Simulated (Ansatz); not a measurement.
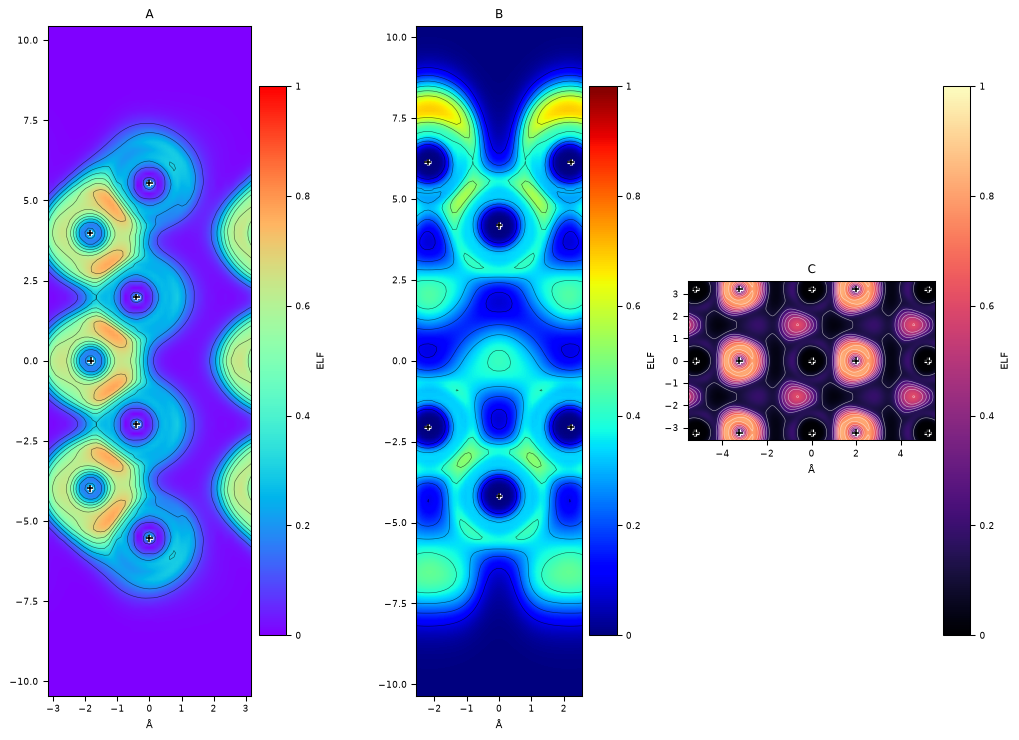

The electron localisation function of 3 systems, each on a plane through atoms (crosses mark nuclei in the plane).

Computed with DFT PBEsol, scalar-relativistic, plane waves, PAW in Ansatz.

System 1: GaAs (slab), the (100) plane of the calculation cell, a cut from vacuum to vacuum. 

System 2: ZnO, the (11̄0) plane of the conventional cell. Space group P6₃mc.

```
Zn O
1.0
     3.23006    0.00000    0.00000
    -1.61503    2.79731    0.00000
     0.00000    0.00000    5.21411
Zn O
2 2
Direct
  0.33333 0.66667 0.50003
  0.66667 0.33333 0.00003
  0.66667 0.33333 0.37898
  0.33333 0.66667 0.87898
```

System 3: Sn (slab), the (11̄0) plane of the calculation cell, a cut from vacuum to vacuum. 

```cif
data_structure
_symmetry_space_group_name_H-M 'P 1'
_symmetry_Int_Tables_number 1
_cell_length_a 3.1526
_cell_length_b 4.4187
_cell_length_c 27.3838
_cell_angle_alpha 90.000
_cell_angle_beta 90.000
_cell_angle_gamma 110.900
_cell_volume 356.37
loop_
_atom_site_label
_atom_site_type_symbol
_atom_site_fract_x
_atom_site_fract_y
_atom_site_fract_z
_atom_site_occupancy
Sn1 Sn 0.50000 0.00000 0.27546 1
Sn2 Sn 0.50000 0.50000 0.34737 1
Sn3 Sn 0.00000 0.00000 0.42538 1
Sn4 Sn 0.00000 0.50000 0.50008 1
Sn5 Sn 0.50000 0.00000 0.57466 1
Sn6 Sn 0.50000 0.50000 0.65263 1
Sn7 Sn 0.00000 0.00000 0.72442 1
```

Question: Match each panel to its system.

Answer: Panel A is system 1, GaAs: the plane holds Ga and As. Ga–As (2.42 Å): the ELF peaks at about 0.75 between the atoms, as expected for localised, covalent bonding. Panel B is system 3, Sn: the plane holds Sn. Sn–Sn (2.96 Å): the ELF reaches about 0.55 near the midpoint. Panel C is system 2, ZnO: the plane holds Zn and O. Zn–O (1.98 Å): the ELF peaks at about 0.85 in the valence shell of O, 0.6 Å from its nucleus, and is about 0.25 at the midpoint (no localised pair shows between them).
